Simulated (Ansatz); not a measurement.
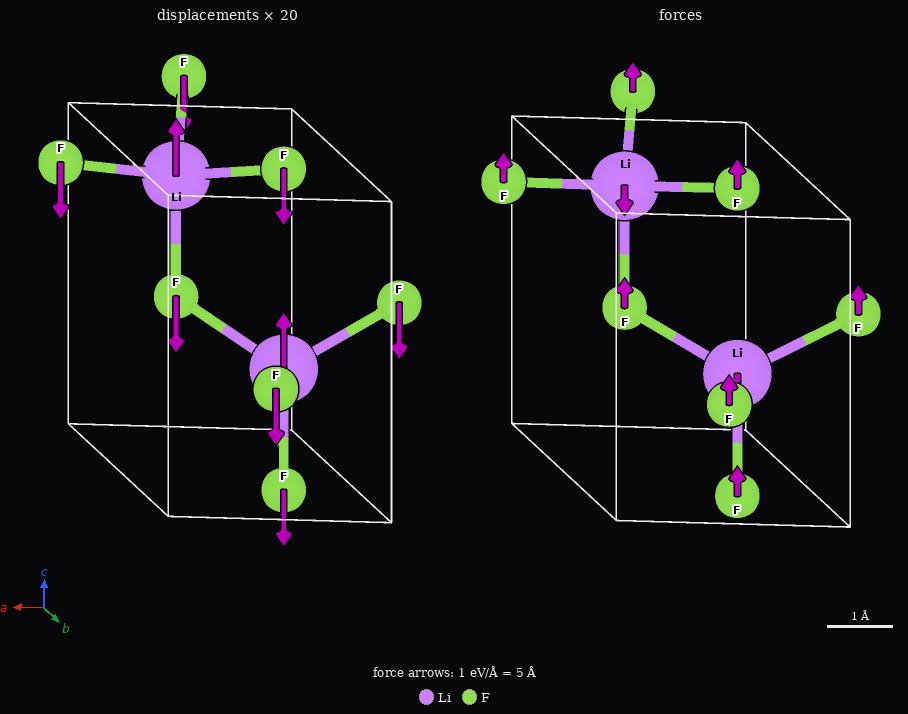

Left: a symmetric starting cell of LiF (made from another compound by putting F in place of Cl), with purple arrows for the displacements applied to it (without the part that the change of the cell carries along). Right: the displaced structure with the computed forces. Besides, the cell is strained by −4.3 % along c and +4.7 % across it (volume +5.1 %). A ball-and-stick model of the cell of the calculation, seen from a free direction.

Theory: Ansatz, DFT PBE, scalar-relativistic, plane waves, PAW. (plane-wave cutoff 420 eV; k-point mesh 9 × 9 × 4; occupations gaussian; smearing width 0.02 eV; no spin polarisation)

Q: Describe the distortion and the response.

A: Atoms are displaced by 0.05 Å relative to the cell. No relaxation follows. The starting cell wasn't computed here and needn't be at equilibrium, so pressure and forces aren't due to the change alone. The pressure is −9.2 GPa (not all of it need come from the change, since the unchanged cell can be under pressure at this level too). The principal stresses (compression positive) are −8.2 GPa along c and −9.7 GPa across it. The largest forces, 0.11 eV/Å, act on Li and F. The forces point straight back along the displacements (cosine −1.00). Among the bonded contacts that change: F–Li 2.116 → 2.127 to 2.168 Å. The space group stays P6_3mc (No. 186).
